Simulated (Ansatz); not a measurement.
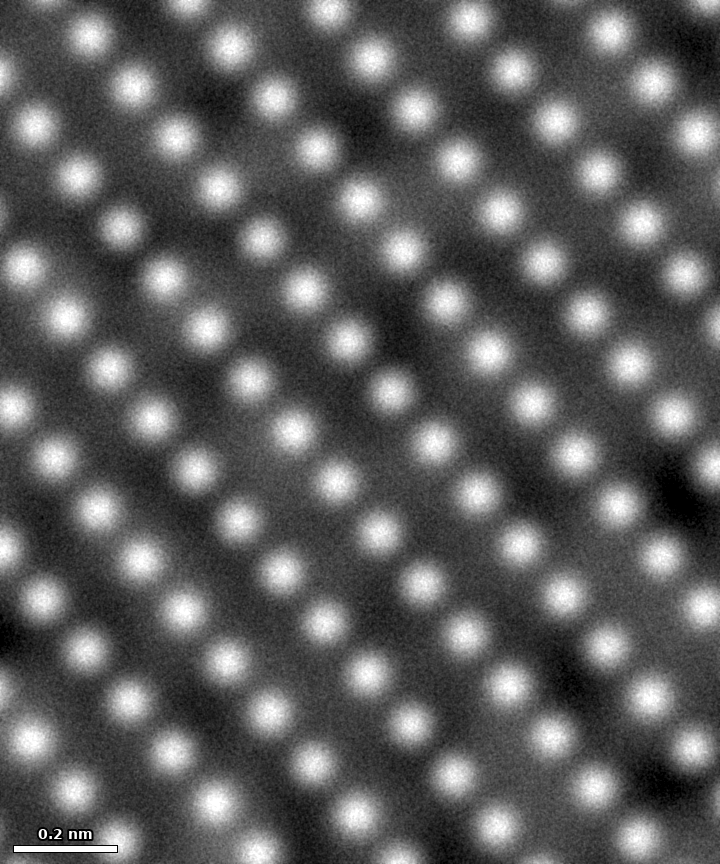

Dark-field STEM-like image of Ag (Pm-3m, No. 221). Simulation: incoherent imaging, intensity Z^1.7 per atom, probe width 0.61 Å, thin sample. The probe carries 15 % of its weight in a tail 2.5 times as wide. The display is stretched by a gamma of 0.65; percentages refer to the linear signal. Shot noise and the speckle of an amorphous layer were added. Structure used: the geometry relaxed with DFT PBE, scalar-relativistic, plane waves, PAW in Ansatz; the starting structure was generated, so it need not be a known form of this composition.

```cif
data_structure
_symmetry_space_group_name_H-M 'Pm-3m'
_symmetry_Int_Tables_number 221
_cell_length_a 2.7502
_cell_length_b 2.7502
_cell_length_c 2.7502
_cell_angle_alpha 90.000
_cell_angle_beta 90.000
_cell_angle_gamma 90.000
_cell_volume 20.80
loop_
_atom_site_label
_atom_site_type_symbol
_atom_site_symmetry_multiplicity
_atom_site_Wyckoff_symbol
_atom_site_fract_x
_atom_site_fract_y
_atom_site_fract_z
_atom_site_occupancy
Ag1 Ag 1 a 0.00000 0.00000 0.00000 1
```

Q: Which beam direction gives this image, [221], [210], [111] or [211]? (Directions equivalent by symmetry count as one.)

A: [221]. The projected cells are 1.30 × 2.05 Å, 108° for [221]; 1.23 × 2.75 Å, 90° for [210]; 2.25 × 2.25 Å, 120° for [111]; 1.59 × 1.94 Å, 90° for [211], and the image repeats as the [221] one does.
